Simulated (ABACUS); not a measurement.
**Band-structure run of Ge (part 2 of 2)**

The same run, continued: Ge (Fd-3m, 2 atoms in the cell); Kohn-Sham DFT of a periodic cell, HCTH407, GBRV ultrasoft 1.5 PBE, no spin polarisation (ABACUS 3.10.1); cutoff 544.23 eV, 6×6×6 k-mesh, fermi-dirac of 0.05 eV. The structure derives from an entry of the Crystallography Open Database.

Geometry of the input (Å; fractional positions):
```
0.0000  2.8289  2.8289
2.8289  0.0000  2.8289
2.8289  2.8289  0.0000
Ge 0.7500  0.7500  0.7500
Ge 0.5000  0.5000  0.5000
```

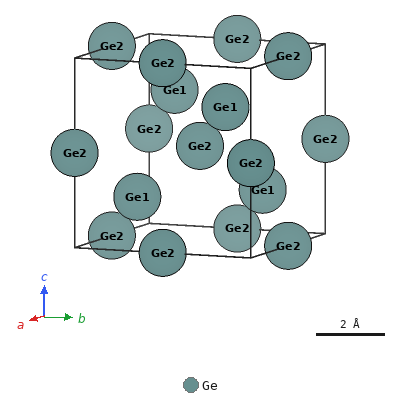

Figure 1. The structure (spheres-only view of the cell 4 times as large as that of the calculation, set on its symmetry axes, seen slightly off an axis; atoms are numbered from 1 in the order of the input).

## Log, continued
```
----------------------------------------------------------
     Energy           Rydberg                 eV
----------------------------------------------------------
 E_KohnSham     -431.8358752515      -5875.4285042369
 E_Harris       -431.6925006255      -5873.4777923750
 E_Fermi        0.6110316551         8.3135121677
----------------------------------------------------------

 PW ALGORITHM --------------- ION=   1  ELEC=   3--------------------------------

 Density error is 0.000290998097872
                          Error Threshold = 1.87383019349e-05
----------------------------------------------------------
     Energy           Rydberg                 eV
----------------------------------------------------------
 E_KohnSham     -431.8364418839      -5875.4362136663
 E_Harris       -431.6418813660      -5872.7890820177
 E_Fermi        0.6192654475         8.4255386612
----------------------------------------------------------

 PW ALGORITHM --------------- ION=   1  ELEC=   4--------------------------------

 Density error is 1.44403690637e-05
                          Error Threshold = 1.03927892097e-06
----------------------------------------------------------
     Energy           Rydberg                 eV
----------------------------------------------------------
 E_KohnSham     -431.8365546631      -5875.4377481072
 E_Harris       -431.8391447343      -5875.4729878325
 E_Fermi        0.6223496789         8.4675017812
----------------------------------------------------------

 PW ALGORITHM --------------- ION=   1  ELEC=   5--------------------------------

 Density error is 5.78902660993e-07
                          Error Threshold = 5.15727466561e-08
----------------------------------------------------------
     Energy           Rydberg                 eV
----------------------------------------------------------
 E_KohnSham     -431.8365721830      -5875.4379864767
 E_Harris       -431.8210061326      -5875.2261994956
 E_Fermi        0.6227559526         8.4730294188
----------------------------------------------------------

 PW ALGORITHM --------------- ION=   1  ELEC=   6--------------------------------

 Density error is 3.59808078271e-08
                          Error Threshold = 2.06750950355e-09
----------------------------------------------------------
     Energy           Rydberg                 eV
----------------------------------------------------------
 E_KohnSham     -431.8365725374      -5875.4379912988
 E_Harris       -431.8390821299      -5875.4721360567
 E_Fermi        0.6229074032         8.4750900102
----------------------------------------------------------

 PW ALGORITHM --------------- ION=   1  ELEC=   7--------------------------------

 Density error is 1.09181763677e-10
                          Error Threshold = 1.28502885097e-10
----------------------------------------------------------
     Energy           Rydberg                 eV
----------------------------------------------------------
 E_KohnSham     -431.8365725687      -5875.4379917251
 E_KS(sigma->0) -431.8365434428      -5875.4375954472
 E_Harris       -431.8365896619      -5875.4382242901
 E_band         -23.7010165590       -322.4688735953
 E_one_elec     -279.8012153500      -3806.8908360856
 E_Hartree      166.9831072772       2271.9217287149
 E_xc           -121.5176480480      -1653.3324210113
 E_Ewald        -197.5007581961      -2687.1356707874
 E_entropy(-TS) -0.0000582518        -0.0007925559
 E_descf        0.0000000000         0.0000000000
 E_exx          0.0000000000         0.0000000000
 E_Fermi        0.6229099942         8.4751252622
----------------------------------------------------------

 charge density convergence is achieved
 final etot is -5875.4379917 eV
 EFERMI = 8.4751252622 eV

 STATE ENERGY(eV) AND OCCUPATIONS    NSPIN == 1
 1/4 kpoint (Cartesian) = 0.0000 0.0000 0.0000 (1291 pws)
       1       -17.3720     0.00925926
       2       -17.3720     0.00925926
       3       -17.3720     0.00925926
       4       -17.3444     0.00925926
       5       -17.3444     0.00925926
       6       -17.1435     0.00925926
       7       -17.1435     0.00925926
       8       -17.1435     0.00925926
       9       -17.1378     0.00925926
      10       -17.1378     0.00925926
      11       -4.29159     0.00925926
      12        8.36908     0.00826781
      13        8.36908     0.00826781
      14        8.36908     0.00826781
      15        8.51475     0.00288534
      16        11.0195    7.35567e-25
      17        11.0195    7.35567e-25
      18        11.0195    7.35567e-25
      19        15.6172    8.53721e-65
      20        17.8834    1.76837e-84
      21        17.8834    1.76837e-84
      22        19.6540        0.00000
      23        19.6540        0.00000
      24        19.6540        0.00000

 2/4 kpoint (Cartesian) = 0.11785 0.11785 0.11785 (1315 pws)
       1       -17.3838      0.0740741
       2       -17.3838      0.0740741
       3       -17.3681      0.0740741
       4       -17.3276      0.0740741
       5       -17.3276      0.0740741
       6       -17.1630      0.0740741
       7       -17.1630      0.0740741
       8       -17.1479      0.0740741
       9       -17.1210      0.0740741
      10       -17.1210      0.0740741
      11       -3.95946      0.0740741
      12        5.26685      0.0740741
      13        7.86349      0.0740737
      14        7.86349      0.0740737
      15        9.48592    1.23034e-10
      16        11.6994    7.31369e-30
      17        11.6994    7.31369e-30
      18        12.6886    1.86943e-38
      19        16.8799    7.36218e-75
      20        16.9248    2.99773e-75
      21        16.9248    2.99773e-75
      22        18.9919        0.00000
      23        21.9119        0.00000
      24        21.9119        0.00000

 3/4 kpoint (Cartesian) = 0.23570 0.23570 0.23570 (1308 pws)
       1       -17.3932      0.0740741
       2       -17.3932      0.0740741
       3       -17.3600      0.0740741
       4       -17.3100      0.0740741
       5       -17.3100      0.0740741
       6       -17.1778      0.0740741
       7       -17.1778      0.0740741
       8       -17.1571      0.0740741
       9       -17.1099      0.0740741
      10       -17.1099      0.0740741
      11       -3.04256      0.0740741
      12        2.38275      0.0740741
      13        7.22707      0.0740741
      14        7.22707      0.0740741
      15        8.99337    2.33454e-06
      16        12.2709    7.94366e-35
      17        12.2709    7.94366e-35
      18        15.7035    1.21634e-64
      19        16.9208    3.24385e-75
      20        17.5389    1.38859e-80
      21        17.5389    1.38859e-80
      22        21.3008        0.00000
      23        24.2738        0.00000
      24        24.2738        0.00000

 4/4 kpoint (Cartesian) = 0.35355 0.35355 0.35355 (1308 pws)
       1       -17.3954      0.0370370
       2       -17.3954      0.0370370
       3       -17.3558      0.0370370
       4       -17.3050      0.0370370
       5       -17.3050      0.0370370
       6       -17.1816      0.0370370
       7       -17.1816      0.0370370
       8       -17.1618      0.0370370
       9       -17.1068      0.0370370
      10       -17.1068      0.0370370
      11       -2.24635      0.0370370
      12       0.905058      0.0370370
      13        6.99024      0.0370370
      14        6.99024      0.0370370
      15        8.77746    8.74052e-05
      16        12.2695    4.08331e-35
      17        12.2695    4.08331e-35
      18        16.1772    4.67157e-69
      19        19.4671        0.00000
      20        19.6796        0.00000
      21        19.8222        0.00000
      22        19.8222        0.00000
      23        20.8828        0.00000
      24        20.8828        0.00000

------------------------------------------------------------------------------------------
 TOTAL-FORCE (eV/Angstrom)
------------------------------------------------------------------------------------------
                       Ge1         0.0000000000         0.0000000000         0.0000000000
                       Ge2         0.0000000000         0.0000000000         0.0000000000
------------------------------------------------------------------------------------------

----------------------------------------------------------------
 TOTAL-STRESS (KBAR)
----------------------------------------------------------------
        45.9498092628         0.0000000000        -0.0000000000
         0.0000000000        45.9498092628        -0.0000000000
         0.0000000000        -0.0000000000        45.9498092628
----------------------------------------------------------------
 TOTAL-PRESSURE: 45.949809 KBAR

 --------------------------------------------
 !FINAL_ETOT_IS -5875.4379917251408187 eV
 --------------------------------------------
```

## Standard output
```
ABACUS v3.10.1

               Atomic-orbital Based Ab-initio Computation at UStc

 dft_functional readin is: GGA_XC_HCTH_407
 dft_functional in pseudopot file is: PBE
 Please make sure this is what you need

%%%%%%%%%%%%%%%%%%%%%%%%%%%%%%%%%%%%%%%%%%%%%%%%%%%%%%%%%%%%%%%%%%%%%%%%%%%%%%%%%%%%%%%%%%%%%%%%%%%%%%%%%
 Warning: the number of valence electrons in pseudopotential > 4 for Ge: [Ar] 3d10 4s2 4p2
 Pseudopotentials with additional electrons can yield (more) accurate outcomes, but may be less efficient.
 If you're confident that your chosen pseudopotential is appropriate, you can safely ignore this warning.
%%%%%%%%%%%%%%%%%%%%%%%%%%%%%%%%%%%%%%%%%%%%%%%%%%%%%%%%%%%%%%%%%%%%%%%%%%%%%%%%%%%%%%%%%%%%%%%%%%%%%%%%%

 UNIFORM GRID DIM        : 32 * 32 * 32
 UNIFORM GRID DIM(BIG)   : 45 * 45 * 45
 UNIFORM GRID DIM(DENSE) : 45 * 45 * 45
func,idGGA_XC_HCTH_407 164
 ---------------------------------------------------------
 Self-consistent calculations for electrons
 ---------------------------------------------------------
 SPIN    KPOINTS         PROCESSORS  THREADS
 1       16              4           4
 ---------------------------------------------------------
 Use plane wave basis
 ---------------------------------------------------------
 ELEMENT NATOM       XC
 Ge      2
 ---------------------------------------------------------
 Initial plane wave basis and FFT box
 ---------------------------------------------------------
 -------------------------------------------
 SELF-CONSISTENT :
 -------------------------------------------
 START CHARGE      : atomic
 ITER       ETOT/eV          EDIFF/eV         DRHO     TIME/s
 DA1     -5.87537111e+03   0.00000000e+00   5.0767e-02   1.46
 DA2     -5.87542850e+03  -5.73894178e-02   5.2467e-03   0.63
 DA3     -5.87543621e+03  -7.70942941e-03   2.9100e-04   0.76
 DA4     -5.87543775e+03  -1.53444093e-03   1.4440e-05   1.04
 DA5     -5.87543799e+03  -2.38369479e-04   5.7890e-07   2.01
 DA6     -5.87543799e+03  -4.82202354e-06   3.5981e-08   1.96
 DA7     -5.87543799e+03  -4.26388569e-07   1.0918e-10   1.93
----------------------------------------------------------------
 TOTAL-STRESS (KBAR)
----------------------------------------------------------------
        45.9498092628         0.0000000000        -0.0000000000
         0.0000000000        45.9498092628        -0.0000000000
         0.0000000000        -0.0000000000        45.9498092628
----------------------------------------------------------------
 TOTAL-PRESSURE: 45.949809 KBAR
```

## Key numbers

```json
{"quantity": "outcome", "value": "converged"}
{"quantity": "space group (tolerance 0.01 Å)", "value": "Fd-3m (227)"}
{"quantity": "electrons treated", "value": "28"}
{"quantity": "free energy", "value": "−5875.4380 eV"}
{"quantity": "Fermi energy of the self-consistent step", "value": "8.475 eV"}
{"quantity": "gap on the k-point mesh", "value": "0.15 eV"}
{"quantity": "pressure", "value": "4.59 GPa"}
{"quantity": "largest force (length of the vector)", "value": "under 0.001 eV/Å"}
{"quantity": "hardware", "value": "4 threads of Intel Xeon @ 2.50GHz (Skylake/Cascade Lake), 16 GiB of memory available, shared host"}
{"quantity": "wall time", "value": "25 s (CPU time 98 s)"}
{"quantity": "peak memory", "value": "0.68 GiB"}
```
